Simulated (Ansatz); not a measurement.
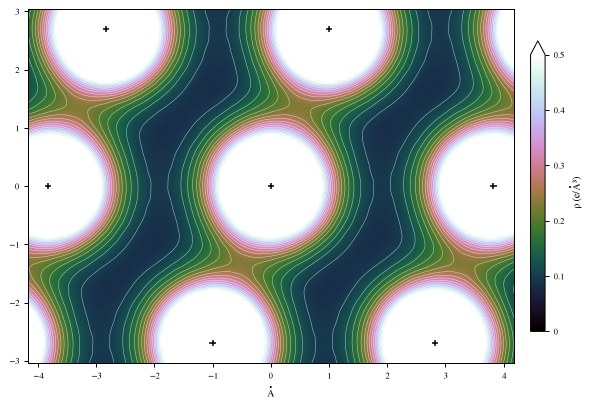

The valence charge density (pseudo) on a plane through atoms (crosses mark nuclei in the plane).

Level of theory: DFT PBEsol, scalar-relativistic, plane waves, PAW (Ansatz 0.2.0).

Candidates:
A. Ge, a = 2.77 Å, b = 5.04 Å, c = 2.64 Å, α = 90.00°, β = 90.00°, γ = 90.00°. Space group Cmmm; a structure from a database of computed crystals, not necessarily the ambient phase.
B. Zr₃Si₂, a = 7.07 Å, b = 7.07 Å, c = 3.64 Å, α = 90.00°, β = 90.00°, γ = 90.00°. Space group P42₁2; a structure from a database of computed crystals, not necessarily the ambient phase; not relaxed (largest force 0.5 eV/Å).
C. Au, a = 2.87 Å, b = 2.87 Å, c = 10.58 Å, α = 90.00°, β = 90.00°, γ = 120.00°. Space group P-3m1; not relaxed (largest force 0.5 eV/Å); computed pressure about −5 GPa in this cell.

Question: Which candidate gave the map?

Answer: Candidate A: Ge on the (111) plane of the conventional cell, which holds Ge. Ge–Ge (2.87 Å): the density is about 0.23 e/Å³ at the midpoint.
